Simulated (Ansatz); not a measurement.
## SiC: single-point calculation (part 1 of 2)

System: SiC (P6₃mc, 64 atoms in the cell).
Method: DFT PBE, scalar-relativistic, plane waves, PAW, no spin polarisation (Ansatz 0.2.0).

The structure derives from a Materials Project entry. It belongs to a series of runs on one base structure; here: the perfect crystal in a cell of 64 atoms.

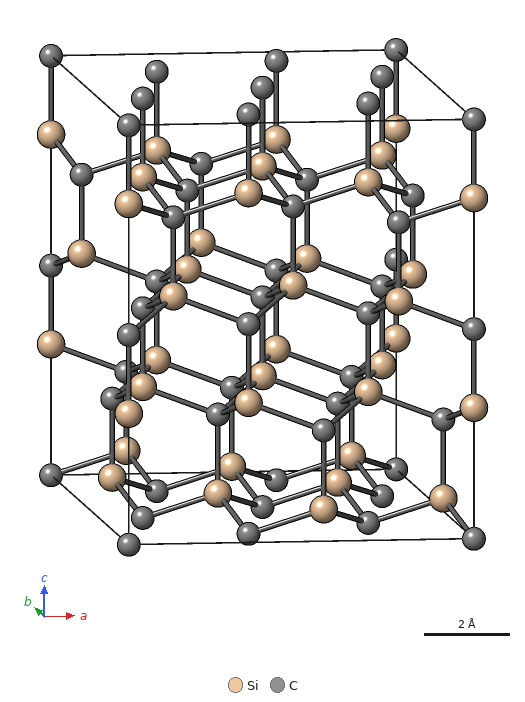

Fig. 1: The structure (ball-and-stick view of the cell of the calculation, seen slightly off an axis). Near neighbours in the crystal (not all of them lie inside the picture): Si has 4 C at 1.89 to 1.90 Å; C has 4 Si at 1.89 to 1.90 Å.

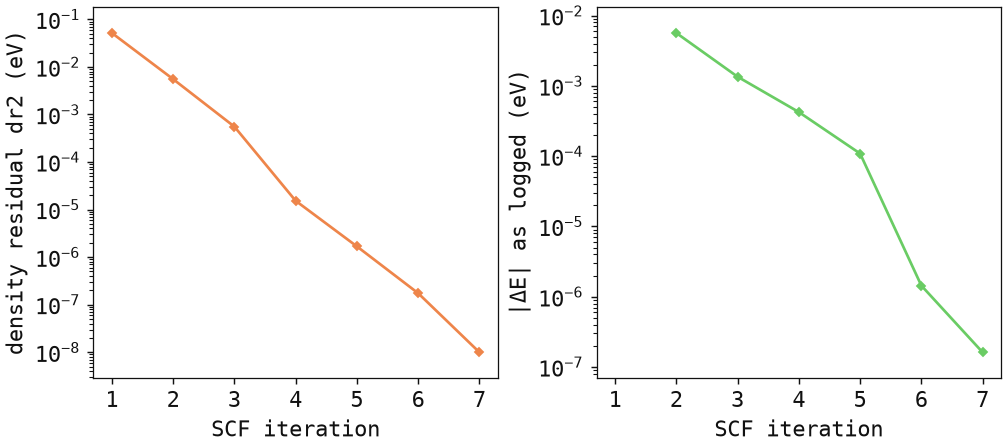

Fig. 2: Convergence of the self-consistent field: density residual dr2 and size of the energy change against the SCF iteration. The residual falls at every step.

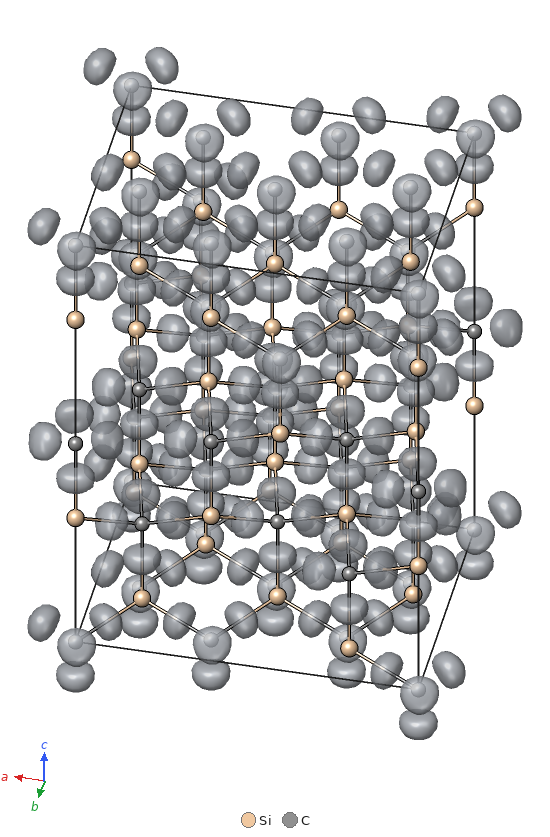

Fig. 3: Isosurface of the ELF at 0.85 (grey), seen at an oblique angle. Only the valence region is drawn (cores and ρ < 0.01 e/Å³ removed). Sticks mark near contacts. The outline is the calculation cell. The ELF exceeds this value in 128 regions between bonded C–Si atoms (shared pairs), counted in one cell of 64 atoms. Along the contacts the grid gives the following. Si–C (1.89 Å): the ELF peaks at about 0.95 between the atoms (a covalent bond). In a PAW calculation such maps are meaningful between the atoms, not at the nuclei.

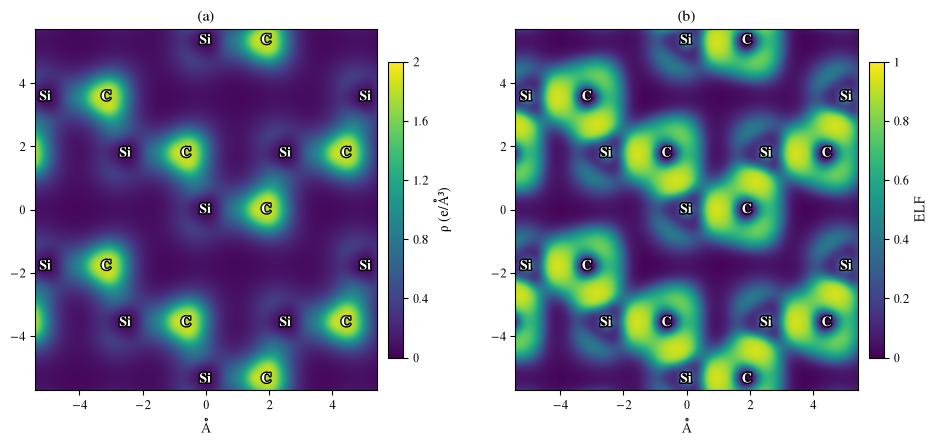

Fig. 4: (a) valence electron density; (b) ELF on the (11̄0) plane of the calculation cell. Atoms in the plane: Si and C. Away from the nuclei the density in this plane falls to 0.04 e/Å³ at its lowest.

The input and output of the run follow.

### Input
```yaml
crystal:
  lattice:
    - [-6.1882403567, 5.3591733638, 0.0]
    - [6.1882403668, 5.3591733522, 0.0]
    - [0.0, 0.0, -10.1293391983]
  atoms:
    - { symbol: Si, position: [0.9583333333, 0.2083333333, 0.0621558122] }
    - { symbol: Si, position: [0.3333333333, 0.3333333333, 0.0621558122] }
    - { symbol: Si, position: [0.7083333333, 0.4583333333, 0.0621558122] }
    - { symbol: Si, position: [0.0833333333, 0.5833333333, 0.0621558122] }
    - { symbol: Si, position: [0.4583333333, 0.7083333333, 0.0621558122] }
    - { symbol: Si, position: [0.8333333333, 0.8333333333, 0.0621558122] }
    - { symbol: Si, position: [0.2083333333, 0.9583333333, 0.0621558122] }
    - { symbol: Si, position: [0.5833333333, 0.0833333333, 0.0621558122] }
    - { symbol: Si, position: [0.1666666667, 0.1666666667, 0.5621558122] }
    - { symbol: Si, position: [0.5416666667, 0.2916666667, 0.5621558122] }
    - { symbol: Si, position: [0.9166666667, 0.4166666667, 0.5621558122] }
    - { symbol: Si, position: [0.2916666667, 0.5416666667, 0.5621558122] }
    - { symbol: Si, position: [0.6666666667, 0.6666666667, 0.5621558122] }
    - { symbol: Si, position: [0.0416666667, 0.7916666667, 0.5621558122] }
    - { symbol: Si, position: [0.4166666667, 0.9166666667, 0.5621558122] }
    - { symbol: Si, position: [0.7916666667, 0.0416666667, 0.5621558122] }
    - { symbol: Si, position: [1.0, 0.0, 0.3121004435] }
    - { symbol: Si, position: [0.375, 0.125, 0.3121004435] }
    - { symbol: Si, position: [0.75, 0.25, 0.3121004435] }
    - { symbol: Si, position: [0.125, 0.375, 0.3121004435] }
    - { symbol: Si, position: [0.5, 0.5, 0.3121004435] }
    - { symbol: Si, position: [0.875, 0.625, 0.3121004435] }
    - { symbol: Si, position: [0.25, 0.75, 0.3121004435] }
    - { symbol: Si, position: [0.625, 0.875, 0.3121004435] }
    - { symbol: Si, position: [0.125, 0.375, 0.8121004435] }
    - { symbol: Si, position: [0.5, 0.5, 0.8121004435] }
    - { symbol: Si, position: [0.875, 0.625, 0.8121004435] }
    - { symbol: Si, position: [0.25, 0.75, 0.8121004435] }
    - { symbol: Si, position: [0.625, 0.875, 0.8121004435] }
    - { symbol: Si, position: [0.0, 0.0, 0.8121004435] }
    - { symbol: Si, position: [0.375, 0.125, 0.8121004435] }
    - { symbol: Si, position: [0.75, 0.25, 0.8121004435] }
    - { symbol: C, position: [0.9583333333, 0.2083333333, 0.2501925541] }
    - { symbol: C, position: [0.3333333333, 0.3333333333, 0.2501925541] }
    - { symbol: C, position: [0.7083333333, 0.4583333333, 0.2501925541] }
    - { symbol: C, position: [0.0833333333, 0.5833333333, 0.2501925541] }
    - { symbol: C, position: [0.4583333333, 0.7083333333, 0.2501925541] }
    - { symbol: C, position: [0.8333333333, 0.8333333333, 0.2501925541] }
    - { symbol: C, position: [0.2083333333, 0.9583333333, 0.2501925541] }
    - { symbol: C, position: [0.5833333333, 0.0833333333, 0.2501925541] }
    - { symbol: C, position: [0.1666666667, 0.1666666667, 0.7501925541] }
    - { symbol: C, position: [0.5416666667, 0.2916666667, 0.7501925541] }
    - { symbol: C, position: [0.9166666667, 0.4166666667, 0.7501925541] }
    - { symbol: C, position: [0.2916666667, 0.5416666667, 0.7501925541] }
    - { symbol: C, position: [0.6666666667, 0.6666666667, 0.7501925541] }
    - { symbol: C, position: [0.0416666667, 0.7916666667, 0.7501925541] }
    - { symbol: C, position: [0.4166666667, 0.9166666667, 0.7501925541] }
    - { symbol: C, position: [0.7916666667, 0.0416666667, 0.7501925541] }
    - { symbol: C, position: [0.125, 0.375, 0.4995521902] }
    - { symbol: C, position: [0.5, 0.5, 0.4995521902] }
    - { symbol: C, position: [0.875, 0.625, 0.4995521902] }
    - { symbol: C, position: [0.25, 0.75, 0.4995521902] }
    - { symbol: C, position: [0.625, 0.875, 0.4995521902] }
    - { symbol: C, position: [0.0, 0.0, 0.4995521902] }
    - { symbol: C, position: [0.375, 0.125, 0.4995521902] }
    - { symbol: C, position: [0.75, 0.25, 0.4995521902] }
    - { symbol: C, position: [0.0, 0.0, 0.9995521902] }
    - { symbol: C, position: [0.375, 0.125, 0.9995521902] }
    - { symbol: C, position: [0.75, 0.25, 0.9995521902] }
    - { symbol: C, position: [0.125, 0.375, 0.9995521902] }
    - { symbol: C, position: [0.5, 0.5, 0.9995521902] }
    - { symbol: C, position: [0.875, 0.625, 0.9995521902] }
    - { symbol: C, position: [0.25, 0.75, 0.9995521902] }
    - { symbol: C, position: [0.625, 0.875, 0.9995521902] }
basis:
  ecutwfc: 420
  xc_grid: 2
kpoints:
  mp_grid: { grid: [2, 2, 2], shift: [0.5, 0.5, 0.5] }
hamiltonian:
  xc: pbe
scf:
  occupations: { method: gaussian, width: 0.01 }
output:
  forces: true
  stress: true
  eigenvalues: true
  write_density: true
  write_potential: true
  elf: true
  volumetric_format: npy
```

Launch command:
```bash
ansatz run input.yaml --threads 8 --pin off --max-ram 20480MiB --backend cpu --events-out ev --progress --plain --runs-dir out
```

### Log
```
Engine: ansatz 0.2.0, x86_64-unknown-linux-gnu
Pseudopotentials: kind: paw
Pseudopotential: Si, paw, valence charge 4, recommended cutoff 420 eV (normal), Si.paw.azcp
Pseudopotential: C, paw, valence charge 4, recommended cutoff 420 eV (normal), C.paw.azcp
Functional definition: PBE
  parameter kappa = 0.804
  parameter beta = 0.06672455060314922
  exchange = pbe_x(kappa = kappa, mu = beta*pi^2/3)
  correlation = pbe_c(beta = beta)
Crystal: 64 atoms, lattice volume = 671.856 Å³
Basis set: ecut = 420 eV, 13185 PW (Γ), exchange–correlation on 120×120×144 points (8 copies of the dense FFT grid, shifted against one another)
Bands: 192, of which v1, the nominal top of the filled ones, is band 128 counted from 1 (127 counted from 0)
Symmetry: 32 space group operations
Space group: P63mc (ITA 186), of the structure as read, at distance tolerance 8.8e-5 Å
k-points: 2 of 8 (time reversal used)
Non-local potential: Si, projectors of the file, l = 0: 2, l = 1: 2, l = 2: 2
Non-local potential: C, projectors of the file, l = 0: 2, l = 1: 2, l = 2: 1
PAW form: soft (Blöchl's): semilocal exchange-correlation on the pseudo side does not see the compensation charge
PAW one-centre angular grid: Si, 110 points (default); XC on 64 Gauss nodes
PAW one-centre angular grid: C, 110 points (default); XC on 64 Gauss nodes
Initial density: superposition of atomic densities (neutral atoms: chi_scale 0, normalization atom), corrected by the library's trained network
Initial wavefunctions: pseudopotential atomic-orbital guess
Functional: x = pbe(κ = 0.804, μ = 0.2195149727645171), c = pbe(β = 0.06672455060314922)
SCF iter   1: F=—  HF=-28389.191205 eV  |F-HF|=—  |Δ(HF+E_count)|=         —  Δρ=2.67e-3  dr2=5.18e-2  ethr=1.77e-3  ⟨swp⟩=6.0  Hψ=1753  notcnv=0  defer=34
preconditioner: auto → Resta (q_TF=auto, 2.323 Å⁻¹)  ε∞=4.8  [insulator: Δε(μ)=2.928 eV  Ē_g=11.801 eV  σ=0.010 eV  W_gap=1.00  n_scr=128 (ndim 8)  ℏωp=22.9 eV  f_vac=0.000  D(μ)=0.00/eV (n_scr^D=0)  ε∞_Penn≈4.8]
SCF iter   2: F=—  HF=-28389.185541 eV  |F-HF|=—  |Δ(HF+E_count)|=   5.66e-3  Δρ=9.92e-4  dr2=5.54e-3  ethr=2.02e-5  ⟨swp⟩=2.5  Hψ=592  notcnv=0  defer=116
SCF iter   3: F=—  HF=-28389.186889 eV  |F-HF|=—  |Δ(HF+E_count)|=   1.35e-3  Δρ=3.41e-4  dr2=5.55e-4  ethr=2.16e-6  ⟨swp⟩=2.0  Hψ=439  notcnv=0  defer=116
SCF iter   4: F=—  HF=-28389.187313 eV  |F-HF|=—  |Δ(HF+E_count)|=   4.24e-4  Δρ=5.49e-5  dr2=1.53e-5  ethr=2.17e-7  ⟨swp⟩=2.0  Hψ=521  notcnv=0  defer=116
SCF iter   5: F=—  HF=-28389.187204 eV  |F-HF|=—  |Δ(HF+E_count)|=   1.09e-4  Δρ=1.97e-5  dr2=1.68e-6  ethr=5.97e-9  ⟨swp⟩=2.0  Hψ=524  notcnv=0  defer=116
SCF iter   6: F=—  HF=-28389.187205 eV  |F-HF|=—  |Δ(HF+E_count)|=   1.44e-6  Δρ=5.60e-6  dr2=1.74e-7  ethr=6.56e-10  ⟨swp⟩=2.0  Hψ=492  notcnv=0  defer=116
SCF iter   7: F=-28389.187205 eV  HF=-28389.187205 eV  |F-HF|=8.04e-10  |Δ(HF+E_count)|=   1.62e-7  Δρ=1.28e-6  dr2=9.95e-9  ethr=3.91e-11  ⟨swp⟩=16.0  Hψ=3013  notcnv=0
SCF 1 converged in 7 iterations: F = -28389.187205 eV  dr2 = 9.95e-9
  greatest PAW one-centre occupation: 0.644 electrons in one spin orbital (limit 2), on the C atom at site 47 (counted from 0), in its partial waves of l = 0
SCF converged after 7 iterations
Free energy (F): -28389.187205 eV
Harris-Foulkes:  -28389.187205 eV  (|F-HF|=8.04e-10)
Internal energy: -28389.187205 eV  (E = F + TS)
E sigma→0 (E₀):  -28389.187205 eV
Fermi energy:    10.636814 eV
```
